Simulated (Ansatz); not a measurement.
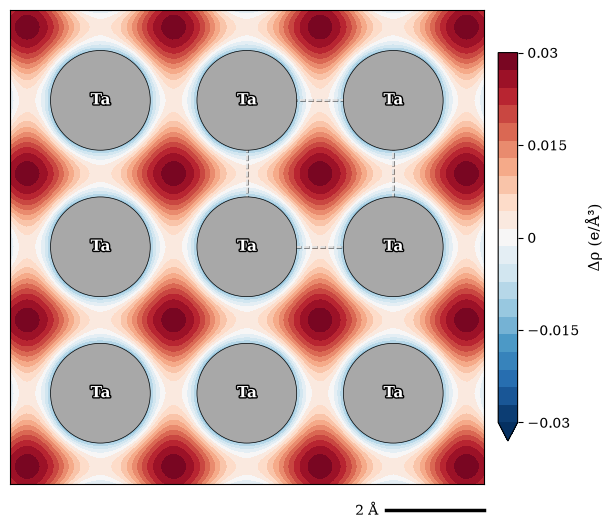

Ta. Difference of the valence pseudo-densities of two functionals at the same geometry, on the (110) plane of the calculation cell: HF less HSE06.

Both computed with Ansatz (plane waves, PAW), on the same k-point mesh. Grey discs cover the atomic cores.

### Where does the change of functional move the electrons?

Against HSE06, HF gives more density in the space between the atoms (+0.025 e/Å³ on average).
